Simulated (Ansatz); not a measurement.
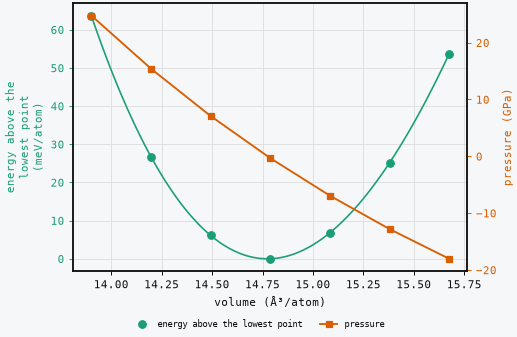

Figure. Energy above the lowest point and pressure against volume for Os, space group Im-3m (No. 229) (one of a set of cubic test structures, which need not be the stable phase).

A third-order Birch–Murnaghan fit gives V0 = 14.77 Å³/atom, B0 = 351 GPa and B′ = 4.8. The energy above the lowest point is 63.7 meV/atom at volume 13.90 Å³/atom and 53.7 meV/atom at 15.68 Å³/atom; the lowest computed point is at volume 14.79 Å³/atom (0.0 meV/atom), in a single well. The pressure falls from 24.8 GPa at volume 13.90 Å³/atom to −18.0 GPa at 15.68 Å³/atom, and changes sign near 14.78 Å³/atom.

How it was computed, with Ansatz 0.2.0 development build: equation of state of a cubic crystal from periodic Kohn-Sham density functional theory without spin, third-order Birch-Murnaghan fit to the free energies; pressure corrected for the finite basis. Level: PBE.

structure type bcc; atoms in cell 1; space group number 229; lattice centring body-centred primitive; k mesh 17×17×17; occupation method Fermi–Dirac; occupation width 0.06123 eV; wave cutoff 700 eV; datasets hard PAW; density tolerance 1e−09 eV; bands 19; density cutoff ratio 4; search for lower states default.

Limits of the calculation: cubic model structure, not the ambient form; modest k-mesh, values are not fully converged in k.
